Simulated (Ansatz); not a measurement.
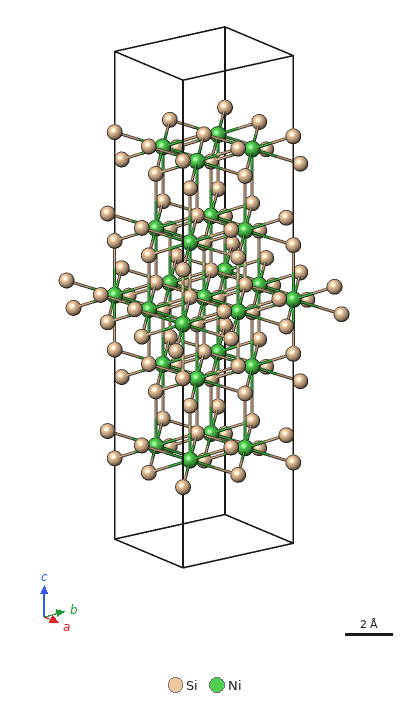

*The structure (ball-and-stick view of the 2 × 2 repeat of the cell, with the vacuum cut short, seen slightly off an axis; bonded neighbours outside the cell are drawn too).*

Near neighbours in the crystal (not all of them lie inside the picture): Si has 3 Ni at 2.36 Å; Ni has 7 Si at 2.36 Å; Si has 4 Ni at 2.36 Å; Ni has 8 Si at 2.36 Å.

## Run report: NiSi₂, single-point calculation

- system: NiSi₂ (slab, 15 atoms in the cell)
- method: DFT PBE, scalar-relativistic, plane waves, PAW, no spin polarisation (Ansatz 0.2.0)

The structure derives from an entry of the Crystallography Open Database. Figures and captions count atoms from 1; the log counts them from 0 in places.

Output
```
Engine: ansatz 0.2.0, aarch64-unknown-linux-gnu
Pseudopotentials: kind: paw
Pseudopotential: Si, paw, valence charge 4, recommended cutoff 420 eV (normal), Si.paw.azcp
Pseudopotential: Ni, paw, valence charge 18, recommended cutoff 420 eV (normal), Ni.paw.azcp
Functional definition: PBE
  parameter kappa = 0.804
  parameter beta = 0.06672455060314922
  exchange = pbe_x(kappa = kappa, mu = beta*pi^2/3)
  correlation = pbe_c(beta = beta)
Crystal: 15 atoms, lattice volume = 374.501 Å³
Basis set: ecut = 420 eV, 7345 PW (Γ), exchange–correlation on 54×54×400 points (8 copies of the dense FFT grid, shifted against one another)
Bands: 80, of which v1, the nominal top of the filled ones, is band 65 counted from 1 (64 counted from 0)
Symmetry: 6 space group operations
k-points: 12 of 81 (time reversal used)
Non-local potential: Si, projectors of the file, l = 0: 2, l = 1: 2, l = 2: 2
Non-local potential: Ni, projectors of the file, l = 0: 3, l = 1: 2, l = 2: 3, l = 3: 1
PAW form: soft (Blöchl's): semilocal exchange-correlation on the pseudo side does not see the compensation charge
PAW one-centre angular grid: Si, 110 points (default); XC on 64 Gauss nodes
PAW one-centre angular grid: Ni, 590 points (default); XC on 64 Gauss nodes
Initial density: superposition of atomic densities (neutral atoms: chi_scale 0, normalization atom), corrected by the library's trained network
Initial wavefunctions: pseudopotential atomic-orbital guess
Functional: x = pbe(κ = 0.804, μ = 0.2195149727645171), c = pbe(β = 0.06672455060314922)
SCF iter   1: F=—  HF=-35560.330900 eV  |F-HF|=—  |Δ(HF+E_count)|=         —  Δρ=9.81e-3  dr2=1.13e0  ethr=1.77e-3  p=0.000 e·Å  D=2.47e-14 V/Å  ΔV_dip=-0.00 eV  dr2_dipole=1.10e-6  V_vac-E_F(+/−)=4.39/4.39 eV  ⟨swp⟩=10.9  Hψ=5081  notcnv=0  defer=5
efield: sawtooth ramp at fractional position 0.9500 (placed from the atoms, in the widest stretch of the axis that holds none; the zero of the levels goes with the place), width 0.1000; the density the first Hamiltonian is built on has a dipole p = 0.000 e·Å; the dipole correction subtracts the counter field D = 2.47e-14 V/Å, which shifts the + side's vacuum level by -0.00 eV against the − side's; the planar-averaged density in the ramp window peaks in size at 2.9e-5 e/Å³
preconditioner: auto → LDOS  [metal: Δε(μ)=0.021 eV  Ē_g=6.933 eV  σ=0.100 eV  W_gap=0.12  n_scr=98 (ndim 8)  ℏωp=18.2 eV  f_vac=0.411  D(μ)=5.54/eV (n_scr^D=14)  β→1.0]
SCF iter   2: F=—  HF=-35560.291241 eV  |F-HF|=—  |Δ(HF+E_count)|=   3.97e-2  Δρ=3.42e-3  dr2=2.53e-2  ethr=8.67e-4  p=0.000 e·Å  D=1.40e-5 V/Å  ΔV_dip=-0.00 eV  dr2_dipole=1.58e-6  V_vac-E_F(+/−)=4.53/4.53 eV  ⟨swp⟩=2.1  Hψ=1189  notcnv=0  defer=93
SCF iter   3: F=—  HF=-35560.300449 eV  |F-HF|=—  |Δ(HF+E_count)|=   9.21e-3  Δρ=4.05e-3  dr2=4.21e-2  ethr=1.94e-5  p=0.000 e·Å  D=2.31e-6 V/Å  ΔV_dip=-0.00 eV  dr2_dipole=9.32e-8  V_vac-E_F(+/−)=4.54/4.54 eV  ⟨swp⟩=3.3  Hψ=2143  notcnv=0  defer=93
SCF iter   4: F=—  HF=-35560.295943 eV  |F-HF|=—  |Δ(HF+E_count)|=   4.51e-3  Δρ=9.68e-4  dr2=3.00e-3  ethr=1.94e-5  p=0.000 e·Å  D=1.70e-6 V/Å  ΔV_dip=-0.00 eV  dr2_dipole=1.07e-7  V_vac-E_F(+/−)=4.55/4.55 eV  ⟨swp⟩=2.0  Hψ=1309  notcnv=0  defer=93
SCF iter   5: F=—  HF=-35560.295983 eV  |F-HF|=—  |Δ(HF+E_count)|=   3.98e-5  Δρ=2.64e-4  dr2=1.66e-4  ethr=2.31e-6  p=0.000 e·Å  D=8.50e-7 V/Å  ΔV_dip=-0.00 eV  dr2_dipole=8.09e-13  V_vac-E_F(+/−)=4.56/4.56 eV  ⟨swp⟩=2.1  Hψ=1188  notcnv=0  defer=93
SCF iter   6: F=—  HF=-35560.296049 eV  |F-HF|=—  |Δ(HF+E_count)|=   6.66e-5  Δρ=3.80e-5  dr2=6.02e-6  ethr=1.27e-7  p=0.000 e·Å  D=6.94e-7 V/Å  ΔV_dip=-0.00 eV  dr2_dipole=4.46e-10  V_vac-E_F(+/−)=4.56/4.56 eV  ⟨swp⟩=2.3  Hψ=1347  notcnv=0  defer=93
SCF iter   7: F=—  HF=-35560.295864 eV  |F-HF|=—  |Δ(HF+E_count)|=   1.86e-4  Δρ=2.75e-5  dr2=2.76e-6  ethr=4.63e-9  p=0.000 e·Å  D=4.45e-7 V/Å  ΔV_dip=-0.00 eV  dr2_dipole=2.39e-10  V_vac-E_F(+/−)=4.56/4.56 eV  ⟨swp⟩=2.7  Hψ=1675  notcnv=0  defer=88
SCF iter   8: F=—  HF=-35560.295867 eV  |F-HF|=—  |Δ(HF+E_count)|=   2.89e-6  Δρ=1.30e-5  dr2=5.81e-7  ethr=2.13e-9  p=0.000 e·Å  D=2.39e-7 V/Å  ΔV_dip=-0.00 eV  dr2_dipole=2.70e-11  V_vac-E_F(+/−)=4.56/4.56 eV  ⟨swp⟩=1.6  Hψ=952  notcnv=0  defer=88
SCF iter   9: F=-35560.295867 eV  HF=-35560.295867 eV  |F-HF|=2.94e-8  |Δ(HF+E_count)|=   4.52e-7  Δρ=2.53e-6  dr2=2.25e-8  ethr=7.69e-11  p=0.000 e·Å  D=1.02e-7 V/Å  ΔV_dip=-0.00 eV  dr2_dipole=3.26e-12  V_vac-E_F(+/−)=4.56/4.56 eV  ⟨swp⟩=21.2  Hψ=9185  notcnv=0
SCF 1 converged in 9 iterations: F = -35560.295867 eV  dr2 = 2.25e-8
  greatest PAW one-centre occupation: 1.000 electrons in one spin orbital (limit 2), on the Ni atom at site 1 (counted from 0), in its partial waves of l = 1
WARN: The input density's exchange-correlation potential varies sharply where the density is thin. Do not read a vacuum level from v_tot or v_xc, or from such a field of the output density. On a cell that repeats whose density bears no net charge and no dipole along the vacuum's axis use v_es (v_loc + v_h of the components); under efield.dipole_correction with no amplitude use v_es + v_field, which holds any external_charges[].barrier, or the levels of the report's work_function block, which leave it out; under a non-zero efield.amplitude the vacuum is tilted and has no level; on a cell that repeats and bears such a dipole with no correction it is tilted too, and efield.dipole_correction with no amplitude gives each side of its ramp a level where efield: is served; in a cell that repeats whose density bears a net charge (total_charge, or a fill off its count) it is curved and has none; of a slab under crystal.periodic whose density bears no net charge use v_es, which has a level on each side, short of where the two are joined; of another it falls or rises all the way out and has none; of a slab beside external_charges read slab_vacuum_level instead, which it has where they leave it neutral. The grid or the basis barely resolves most such structure, and the values can differ between equally converged runs; as a rule a tighter scf.convergence.dr2_threshold does not remove it. Where the density itself ripples (under the LDA too) a higher basis.ecutwfc lessens it. The files hold the spikes' plane waves up to the density's cutoff. Files: v_tot and the like, and their columns of v_z.tsv (output.write_potential); v_xc and the like, and their columns of v_comp_z.tsv (output.write_potential_components); where files of the output density stand in their place, no point of their own thin density is over the threshold below, and this is of outcome.potential() and, of a run that writes arrays (npy), the arrays of these names. Measured: with its Gaussian average of σ = 0.25 Å subtracted twice, the exchange-correlation potential is over 0.1 eV at 96 of the grid points where the equally averaged density (valence and model cores) is under 1e-3 e/Å³, and 0.131 eV at the most among them, at an averaged density of 1.4e-7 e/Å³. See output.write_potential in the manual, Limitations
SCF converged after 9 iterations
Free energy (F): -35560.295867 eV
Harris-Foulkes:  -35560.295867 eV  (|F-HF|=2.94e-8)
Internal energy: -35560.269111 eV  (E = F + TS)
E sigma→0 (E₀):  -35560.282489 eV
Entropy (-TS):   -0.026756 eV (-1.784 meV/atom)
Fermi energy:    4.750473 eV
Dipole field:    D = -0.000002 V/Å  (p = -0.000003 e·Å, saw-weighted, corrected)
Work function:   Φ+ = 4.5579 eV   Φ− = 4.5579 eV
Levels:          The Fermi level and band energies are counted from a zero that moves with the ramp; work functions are not
--- Per-component energies (eV) ---
  E_band       = -2775.456053
  E_kinetic    = 1835.310874
  E_local      = -150725.768850  (includes V_loc(G=0)·N_el)
  E_nonlocal   = 3400.695519
  E_hartree    = 73183.910127
  E_xc         = -988.125362
  E_vxc        = -1031.118502  (∫ρ·V_xc dr)
  E_paw        = -13258.482548  (= ΣΔE_a)
  E_vpaw       = -2622.418871  (= ΣTr[D̂ρ^β])
  E_aug_tail   = 0.002723  (compensation charges beyond the density's cutoff)
  E_efield     = 0.000000  (sawtooth field / dipole correction)
  E_vefield    = 0.000000  (∫n·V_field dr)
  E_ewald      = 50992.188406
  E_smearing   = -0.026756  (= −TS)
  E_closure    = -0.000000  (closes the sum)
  Σ components = -35560.295867   (vs F -35560.295867, Δ=0.00e0)
--- Forces (eV/Å), atoms counted from 1 ---
  atom   1  Si     0.00000000    -0.00000000     0.68669136
  atom   2  Ni     0.00000000    -0.00000000     0.10666995
  atom   3  Si    -0.00000000    -0.00000000    -0.61302228
  atom   4  Si    -0.00000000     0.00000000    -0.26136027
  atom   5  Ni     0.00000000    -0.00000000    -0.02185389
  atom   6  Si     0.00000000    -0.00000000     0.13089985
  atom   7  Si     0.00000000     0.00000000    -0.09097653
  atom   8  Ni     0.00000000     0.00000000     0.00000025
  atom   9  Si     0.00000000    -0.00000000     0.09097668
  atom  10  Si     0.00000000     0.00000000    -0.13090000
  atom  11  Ni    -0.00000000     0.00000000     0.02185329
  atom  12  Si     0.00000000    -0.00000000     0.26136021
  atom  13  Si     0.00000000     0.00000000     0.61302253
  atom  14  Ni     0.00000000     0.00000000    -0.10666895
  atom  15  Si    -0.00000000     0.00000000    -0.68669069
  max |Σ_I F_I| component: 1.50e-6 eV/Å
--- Stress (GPa, compression-positive) ---
       -1.868818      -0.000000      -0.000000
       -0.000000      -1.868818       0.000000
       -0.000000       0.000000      -1.109528
  P = ⅓ Tr σ = -1.6157 GPa (-16.157 kbar)
--- Band table (eV; the first three rows and the last of 12) ---
  k-point 0: bands = ["-99.7519", "-99.7519", "-99.7343", "-99.2074", "-99.2074", "-60.1461", "-60.1461", "-60.1446", "-60.1446", "-60.1446", "-60.1446", "-60.1325", "-60.1259", "-60.1259", "-59.6262", "-59.6262", "-59.6262", "-59.6262", "-59.5550", "-59.5550", "-8.6738", "-8.2080", "-7.5007", "-6.6126", "-5.7598", "-4.1692", "-2.9050", "-1.6987", "-0.7152", "-0.1956", "-0.1956", "-0.0435", "-0.0435", "0.1117", "0.1117", "0.5343", "0.5343", "0.5376", "0.5376", "1.0259", "1.0491", "1.3908", "1.3908", "1.3968", "1.3968", "1.4121", "1.5059", "1.5059", "2.0287", "2.0287", "2.0507", "2.0507", "2.0570", "3.0928", "3.7283", "3.7283", "4.1709", "4.4045", "4.4045", "5.1683", "5.1683", "5.2900", "5.6073", "5.9078", "5.9078", "6.1577", "6.1636", "6.6989", "6.7509", "6.7509", "6.7904", "6.8095", "6.8095", "7.1569", "7.1569", "7.1831", "7.1831", "7.6022", "7.7004", "7.7004"]
  k-point 1: bands = ["-99.7519", "-99.7519", "-99.7343", "-99.2074", "-99.2074", "-60.1461", "-60.1461", "-60.1447", "-60.1447", "-60.1446", "-60.1446", "-60.1325", "-60.1260", "-60.1259", "-59.6263", "-59.6263", "-59.6263", "-59.6263", "-59.5550", "-59.5550", "-8.5143", "-8.0499", "-7.3451", "-6.4606", "-5.6040", "-4.0604", "-2.8328", "-1.7029", "-0.8323", "-0.5031", "-0.2193", "-0.1753", "-0.0623", "-0.0152", "0.1771", "0.3080", "0.3304", "0.5854", "0.6026", "1.0954", "1.1654", "1.1827", "1.2461", "1.2599", "1.4056", "1.4307", "1.5256", "1.5366", "1.9127", "2.0129", "2.0131", "2.0377", "2.0734", "2.9909", "3.0526", "3.3677", "3.5017", "3.9860", "4.0244", "4.2765", "4.6356", "4.7260", "5.4450", "5.5004", "5.5306", "5.6366", "5.8840", "6.2432", "6.3197", "6.3764", "6.7312", "6.8942", "7.1387", "7.3315", "7.5287", "7.6403", "7.8681", "8.1035", "8.2220", "8.3118"]
  k-point 2: bands = ["-99.7519", "-99.7519", "-99.7343", "-99.2074", "-99.2074", "-60.1461", "-60.1461", "-60.1449", "-60.1448", "-60.1446", "-60.1446", "-60.1325", "-60.1262", "-60.1260", "-59.6265", "-59.6265", "-59.6263", "-59.6263", "-59.5550", "-59.5550", "-8.0400", "-7.5804", "-6.8848", "-6.0136", "-5.1494", "-3.7733", "-2.7321", "-1.9745", "-1.4174", "-1.1991", "-0.8635", "-0.3900", "-0.1056", "-0.0375", "0.0279", "0.0706", "0.3194", "0.4471", "0.6740", "0.7544", "0.7932", "1.0710", "1.1403", "1.3307", "1.3966", "1.4567", "1.5780", "1.5923", "1.6122", "1.9669", "1.9909", "2.0081", "2.1626", "2.2952", "2.5360", "2.7575", "2.9269", "2.9934", "3.2918", "3.4899", "3.6552", "3.9310", "4.3522", "4.6187", "4.7493", "5.0907", "5.1626", "5.5442", "5.9170", "6.3346", "6.8467", "7.2189", "7.3033", "7.3744", "7.7880", "7.8235", "8.4222", "8.4700", "8.4836", "8.7784"]
  k-point 11: bands = ["-99.7519", "-99.7519", "-99.7343", "-99.2074", "-99.2074", "-60.1460", "-60.1460", "-60.1450", "-60.1450", "-60.1450", "-60.1450", "-60.1325", "-60.1264", "-60.1264", "-59.6267", "-59.6267", "-59.6267", "-59.6267", "-59.5550", "-59.5550", "-4.7498", "-4.6944", "-4.6944", "-4.4233", "-4.4233", "-4.2507", "-4.0157", "-4.0157", "-3.1698", "-3.1143", "-1.7146", "-1.7146", "-1.5411", "-0.9344", "-0.9344", "-0.6731", "-0.1154", "-0.1154", "0.1025", "0.6774", "0.6774", "0.8630", "0.8630", "0.9322", "1.1104", "1.2700", "1.2700", "1.5677", "1.5677", "1.6025", "1.6628", "1.7872", "1.7872", "1.9544", "2.0683", "2.0683", "2.1859", "2.1859", "2.2176", "2.2182", "2.6102", "2.8568", "2.8568", "3.7322", "3.7322", "4.3965", "4.4637", "5.8144", "5.8144", "6.1073", "7.0395", "7.0395", "7.1475", "8.4057", "8.7054", "8.7054", "9.4050", "9.4050", "10.2129", "10.2129"]
```

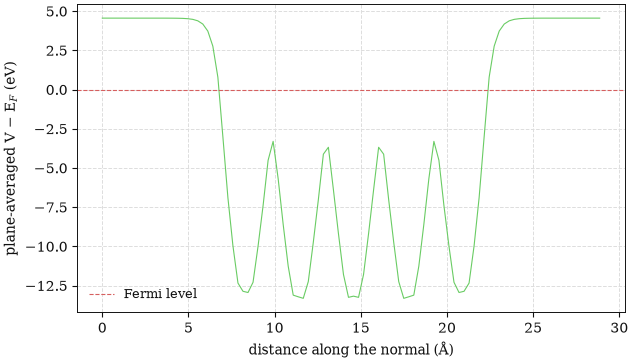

*Plane average of the electrostatic potential energy of an electron across the cell, from the Fermi level.*

The vacuum level lies 4.56 eV above the Fermi level.

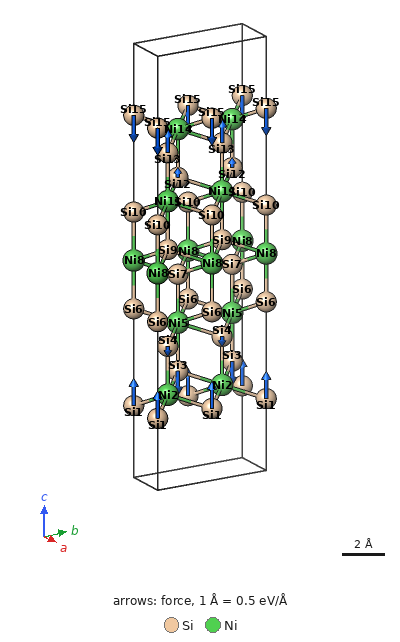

*Forces on the atoms as blue arrows (ball-and-stick view of the 1 × 2 repeat of the cell, with the vacuum cut short, seen slightly off an axis; atoms are numbered from 1 in the order of the input); the smallest are left out.*

The largest act on Si1, Si15 (0.69 eV/Å); Si3, Si13 (0.61 eV/Å); Si4, Si12 (0.26 eV/Å). The geometry is not a stationary point of this energy.

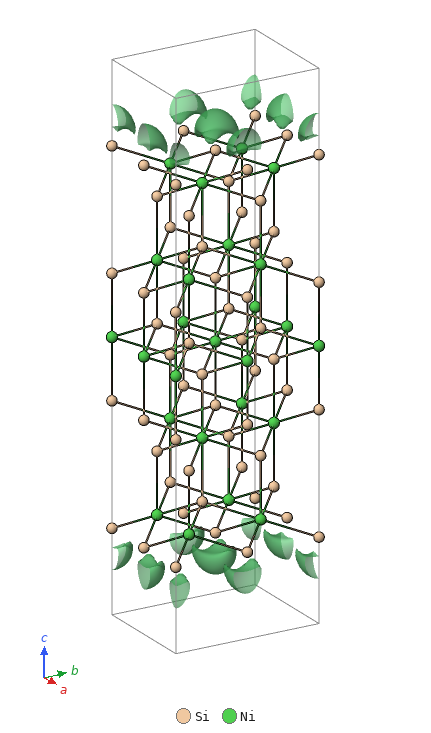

*Isosurface of the electron localisation function at 0.85 (green), seen slightly off an axis. Only the valence region is drawn (cores and ρ < 0.01 e/Å³ removed). Sticks mark near contacts.*

Counts are for one cell; the picture repeats the cell along the surface. Profiles from the grid: Si–Ni (2.36 Å): the ELF is about 0.50 at the midpoint. In a PAW calculation such maps are meaningful between the atoms, not at the nuclei.

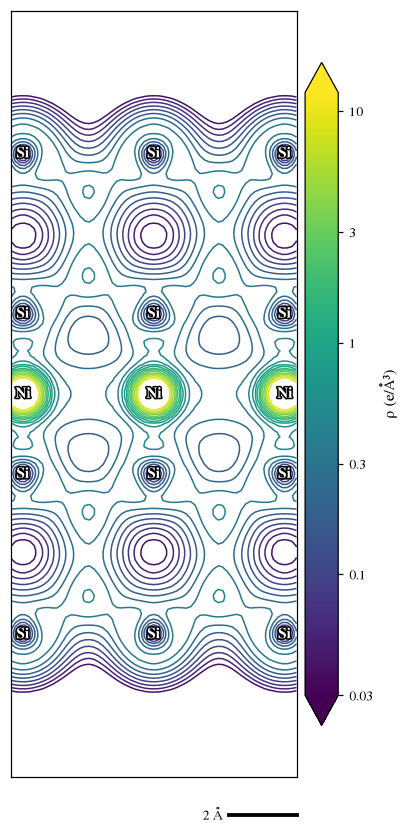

*Valence charge density (pseudo) on the (100) plane of the calculation cell, a cut from vacuum to vacuum.*

The section cuts through Si and Ni sites. Si–Ni (2.36 Å): the density is about 0.45 e/Å³ at the midpoint. The density dies away to nearly zero in the vacuum.

The run was set up as follows.

Input file
```yaml
crystal:
  lattice:
    - [3.8515146162, 0.0, 0.0]
    - [-1.9257573081, 3.3355095007, 0.0]
    - [0.0, 0.0, 29.1513683199]
  atoms:
    - { symbol: Si, position: [0.0, 0.0, 0.2572778031] }
    - { symbol: Ni, position: [0.6666666667, 0.3333333333, 0.2842469361] }
    - { symbol: Si, position: [0.3333333333, 0.6666666667, 0.3112160691] }
    - { symbol: Si, position: [0.6666666667, 0.3333333333, 0.3651543351] }
    - { symbol: Ni, position: [0.3333333333, 0.6666666667, 0.3921234681] }
    - { symbol: Si, position: [0.0, 0.0, 0.419092601] }
    - { symbol: Si, position: [0.3333333333, 0.6666666667, 0.473030867] }
    - { symbol: Ni, position: [0.0, 0.0, 0.5] }
    - { symbol: Si, position: [0.6666666667, 0.3333333333, 0.526969133] }
    - { symbol: Si, position: [0.0, 0.0, 0.580907399] }
    - { symbol: Ni, position: [0.6666666667, 0.3333333333, 0.6078765319] }
    - { symbol: Si, position: [0.3333333333, 0.6666666667, 0.6348456649] }
    - { symbol: Si, position: [0.6666666667, 0.3333333333, 0.6887839309] }
    - { symbol: Ni, position: [0.3333333333, 0.6666666667, 0.7157530639] }
    - { symbol: Si, position: [0.0, 0.0, 0.7427221969] }
basis:
  ecutwfc: 420
kpoints:
  mp_grid: { grid: [9, 9, 1] }
hamiltonian:
  xc: pbe
scf:
  occupations: { method: gaussian, width: 0.1 }
output:
  forces: true
  stress: true
  eigenvalues: true
  write_density: true
  write_potential: true
  elf: true
  volumetric_format: npy
efield:
  axis: 3
  dipole_correction: true
```

Launch command:
```bash
ansatz run input.yaml --threads 2 --pin off --max-ram 5120MiB --backend cpu --events-out ev --progress --plain --runs-dir out
```

Key numbers

- outcome: converged
- electrons treated: 130
- free energy: −35560.2959 eV
- work function, top face: 4.56 eV
- work function, bottom face: 4.56 eV
- Fermi energy: 4.750 eV
- gap on the k-point mesh: none (metallic)
- work function (upper face): 4.56 eV
- largest force (length of the vector): 0.687 eV/Å
- hardware: 2 threads of Arm Neoverse V2, 24 GiB of memory available, shared host
- wall time: 30 s (CPU time 57 s)
- peak memory: 0.8 GiB

Remarks

Warnings of the run: the exchange-correlation potential is rough where the density is thin. The run has no spin polarisation, so a magnetic state may lie lower.
